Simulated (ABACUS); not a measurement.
## Band-structure run, with input and output: Al

Al (1 atom in the cell), set up with Kohn-Sham DFT of a periodic cell, HCTH407, SSSP 1.3 efficiency PBE (ABACUS 3.10.1).

The structure derives from an entry of the Crystallography Open Database.

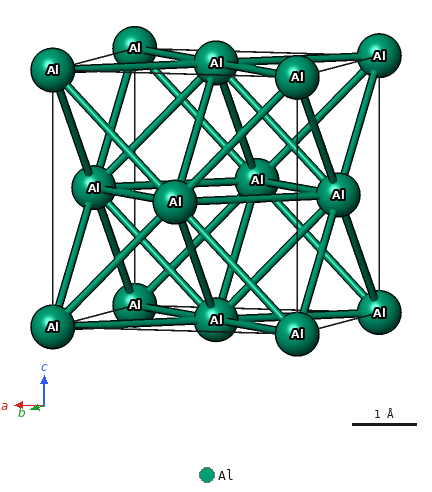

**Figure 1.** The input geometry (ball-and-stick view of the cell 4 times as large as that of the calculation, set on its symmetry axes, seen at an oblique angle). Near neighbours in the crystal (not all of them lie inside the picture): Al has 12 Al at 2.86 Å.

**Input file**
```
INPUT_PARAMETERS
suffix              Al
calculation         scf
basis_type          pw
pseudo_dir          ./
symmetry            1
dft_functional      GGA_XC_HCTH_407
ecutwfc             55
pseudo_rcut         10
nspin               1
nbands              12
ks_solver           dav
smearing_method     fd
smearing_sigma      0.00367493
scf_thr             1e-08
scf_nmax            100
mixing_type         broyden
mixing_beta         0.7
cal_force           1
cal_stress          1
ecutrho             440
out_chg             1
out_pot             2
out_elf             0
kpar                4
```

**File STRU**
```
ATOMIC_SPECIES
Al 26.9815 Al.pbe-n-kjpaw_psl.1.0.0.UPF

LATTICE_CONSTANT
1.8897261246

LATTICE_VECTORS
0.0000000000 2.0248050000 2.0248050000
2.0248050000 0.0000000000 2.0248050000
2.0248050000 2.0248050000 0.0000000000

ATOMIC_POSITIONS
Cartesian

Al
0.0
1
0.0000000000 0.0000000000 0.0000000000 1 1 1
```

**File KPT**
```
K_POINTS
0
Gamma
9 9 9 0 0 0
```

Run as:
```bash
OMP_NUM_THREADS=1 mpirun -np 4 abacus > log
```

**Log**
```
ABACUS v3.10.1

               Atomic-orbital Based Ab-initio Computation at UStc

 ------------------------------------------------------------------------------------

 READING GENERAL INFORMATION
                           global_out_dir = OUT.Al/
                           global_in_card = INPUT
                               pseudo_dir = ./
                              orbital_dir =
                                    DSIZE = 4
                                    GSIZE = 1

 READING UNITCELL INFORMATION
                                    ntype = 1
                  lattice constant (Bohr) = 1.88973
              lattice constant (Angstrom) = 1

 READING ATOM TYPE 1
                               atom label = Al
                      L=0, number of zeta = 1
                      L=1, number of zeta = 1
                      L=2, number of zeta = 1
             number of atom for this type = 1

                        TOTAL ATOM NUMBER = 1
CARTESIAN COORDINATES ( UNIT =       1.889726124600 Bohr ).
    atom                   x                   y                   z     mag                  vx                  vy                  vz
tauc_Al1            0.0000000000        0.0000000000        0.0000000000  0.0000        0.0000000000        0.0000000000        0.0000000000

                          Volume (Bohr^3) = 112.041
                             Volume (A^3) = 16.6027

 Lattice vectors: (Cartesian coordinate: in unit of a_0)
                   +0            +2.02481            +2.02481
             +2.02481                  +0            +2.02481
             +2.02481            +2.02481                  +0
 Reciprocal vectors: (Cartesian coordinate: in unit of 2 pi/a_0)
            -0.246937           +0.246937           +0.246937
            +0.246937           -0.246937           +0.246937
            +0.246937           +0.246937           -0.246937
 The esolver type has been set to : ksdft_pw

 !!!!!!!!!!!!!!!!!!!!!!!!!!!!!!!!!!!!!!!!!!!!!!!!!!!!!!!!!
                         NOTICE
 !!!!!!!!!!!!!!!!!!!!!!!!!!!!!!!!!!!!!!!!!!!!!!!!!!!!!!!!!

 PAW POTENTIAL IS NOT SUPPORTED
 CHECK IN FILE : OUT.Al/warning.log

 !!!!!!!!!!!!!!!!!!!!!!!!!!!!!!!!!!!!!!!!!!!!!!!!!!!!!!!!!
                         NOTICE
 !!!!!!!!!!!!!!!!!!!!!!!!!!!!!!!!!!!!!!!!!!!!!!!!!!!!!!!!!
 Check in file : OUT.Al/warning.log
```

**Outcome**

- outcome: refused by the program
- space group (tolerance 0.01 Å): Fm-3m (225)
- electrons treated: 3
- hardware: 4 threads of Intel Xeon (Sapphire Rapids), 16 GiB of memory available, shared host

**Diagnosis**

The program refused the input: “PAW POTENTIAL IS NOT SUPPORTED”
